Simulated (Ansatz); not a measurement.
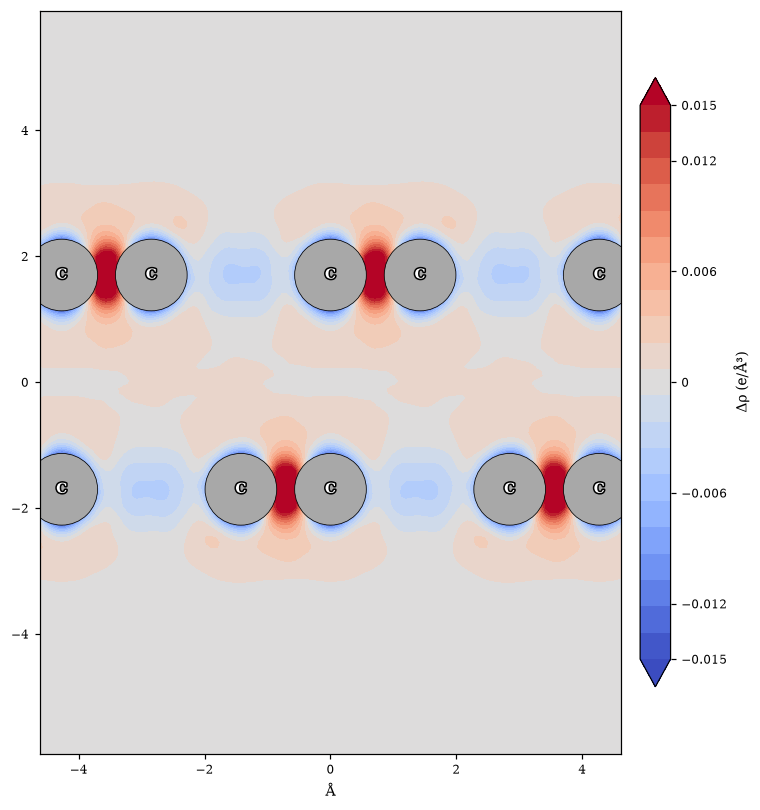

C (slab). Difference of the valence pseudo-densities of two functionals at the same geometry, on the (110) plane of the calculation cell, a cut from vacuum to vacuum: r2SCAN less PBE.

Both computed with Ansatz (plane waves, PAW), on the same k-point mesh. Grey discs cover the atomic cores.

Question: Where does the change of functional move the electrons?

Answer: Against PBE, r2SCAN gives more density around C (+0.006 e/Å³ on average at 0.8 Å from the nucleus) and a change of +0.028 e/Å³ at the midpoint of C–C.
